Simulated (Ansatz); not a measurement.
# Gap against strain: armchair BAs nanoribbon (N = 5, H edges)

How it was computed: Ansatz 0.2.0, plane waves with PAW datasets, PBE, Fermi-Dirac smearing of 0.05 eV, no spin-orbit coupling. The period is scaled from its relaxed value of 5.887 Å and the atoms relax, within the symmetry of the start, at each strain ε (in %); gaps, in eV, are read on a band path.

```
period (Å)  energy (eV a cell)  place of the conduction minimum (Γ = 0, Z = 1)   ε     gap
     5.651              +0.219                                            0.00  −4  0.9608
     5.887               0.000                                            0.00   0  0.9185
     6.005              +0.052                                            0.00   2  0.9146
     6.122              +0.202                                            0.00   4  0.9202
     6.240              +0.443                                            0.00   6  0.9336
```

One run is withheld: period (Å) = 5.769, with ε = −2. Fit a straight line gap = a + b × ε to the 5 rows shown and predict it.

**Fit.** The means are 1.6 for ε and 0.9295 for gap. The sum of products of deviations is −0.1681 and the sum of squares in ε is 59.2, so b = −0.1681 / 59.2 = −0.002839 and a = 0.9295 − (−0.002839) × 1.6 = 0.9341. The residuals' standard deviation, with 3 degrees of freedom, is σ = 0.018.

**Prediction.** gap = 0.9341 + (−0.002839) × −2 = 0.9397. The run gave 0.9327, so the prediction less the run is +0.0071. The standard error of a prediction there, σ√(1 + 1/5 + (−2 − 1.6)²/59.2), is 0.021, and the miss is 0.33 times that, for a point between the fitted rows. With so few rows σ is itself uncertain. The slope is only 1.2 times its own standard error, so the line says little more than the mean does.

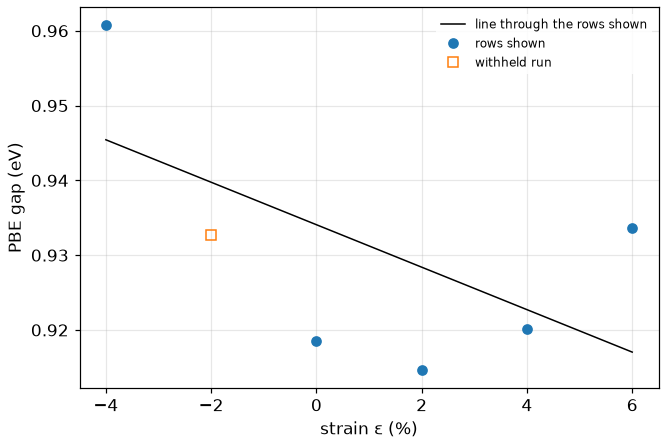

The fitted line, the rows shown and the withheld run.

The gap does not move one way: it turns somewhere between ε = 0 and 4 %, and the true extreme can lie between the rows, beyond the values shown.

**Limits.** Kohn-Sham gaps of a wire among periodic images, which in a check on one flat ribbon (7 Å apart) lowered the gap by 0.2 eV and flattened the slope; the slope b × 100 is a mean deformation potential of the gap, in eV per unit strain. Between neighbouring runs it lies between −1.4 and 0.7 eV, so a bend, a kink or scatter between runs makes one line a rough account. The unstrained row comes from a denser mesh than the others, which shifts its energy a little. Series of this kind are told only where this holds: a gap at every strain (compound wires with polar facets were set aside first). 88 of 101 did.

[Logs are printed without paths, hosts, clocks, repeated set-up lines and the standing remarks that a program may print on its own settings, such as how far it seeks lower states.]
